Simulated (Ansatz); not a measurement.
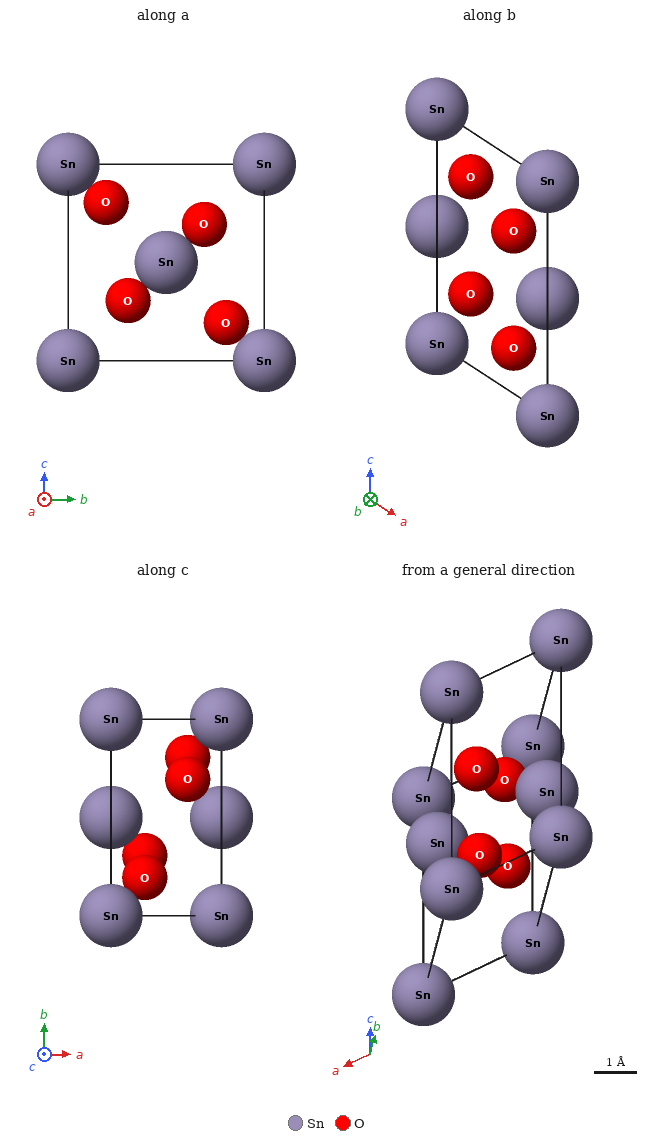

Crystal structure, spheres-only style, seen along the a axis, along the b axis, along the c axis and from a general direction. The wireframe shows the conventional unit cell.

Work out the formula from the picture.

SnO2. The cell holds 2 Sn, 4 O, counting shared atoms by their share.

What lattice type does the structure have?

Primitive monoclinic.

Give the space group.

P2_1/c (No. 14), with Sn on 2a and O on 4e.

Its origin is a structure type known for this compound. The cell was then strained or its atoms displaced on purpose. It was the input of a calculation with Ansatz.
